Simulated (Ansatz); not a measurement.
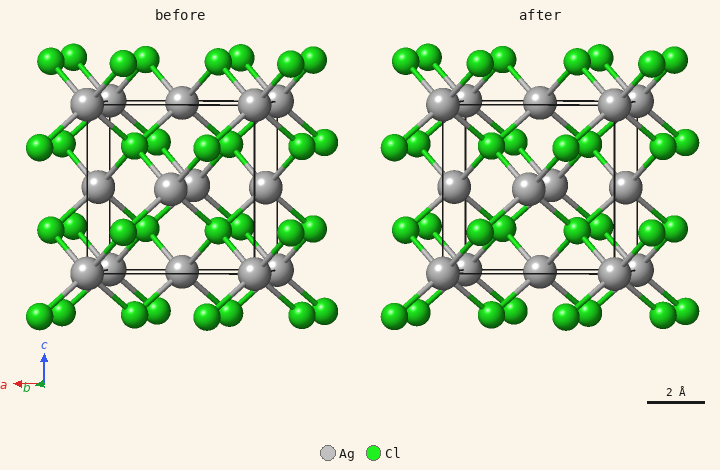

Left: solid AgCl (built on the zincblende type) at its r2SCAN-relaxed geometry. Right: the same structure after one change, at the same scale. The picture is a ball-and-stick view of the conventional cell (4 times the calculation's cell), seen from a free direction. Lengths and directions refer to the drawn axes.

All numbers below come from DFT, PBE, plane waves, PAW in Ansatz 0.2.0. Settings: plane-wave cutoff 420 eV; k-point mesh 8 × 8 × 8; occupations fermi dirac; smearing width 0.02 eV; no spin polarisation.

What distinguishes the right structure from the left one?

Answer. The cell is strained by +2.5 % along a and none across it (volume +2.5 %). The atoms were relaxed with r2SCAN under that strain, and this is a single point on that geometry.

And its effect?

Answer. It lowers the energy by 3.1 meV per atom. Pressure: 1.2 GPa before, 0.3 GPa after. All forces vanish by symmetry. The band gap goes from 1.25 to 1.27 eV. Near-neighbour distances before and after: Ag–Cl 2.592 → 2.614 Å. The space group (tolerance 0.01 Å) goes from F-43m (No. 216) to I-4m2 (No. 119).
